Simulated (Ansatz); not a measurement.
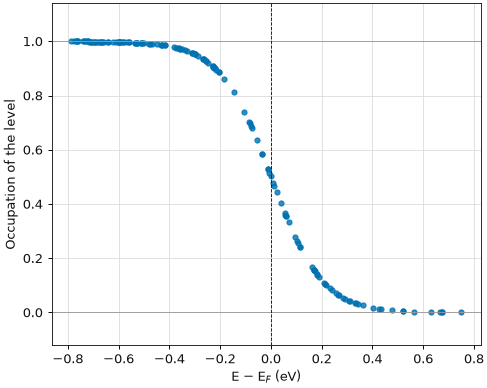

Occupations of the one-electron levels of the k mesh against their energy, from a run on AlRu, space group Pm-3m, 2 atoms in the cell, with Ansatz.

### Name the smearing function and its width.

Fermi-Dirac smearing with a width of 0.1 eV. The occupations stay between 0 and 1 and have long exponential tails; the slope at the Fermi level is 1/(4 × width).
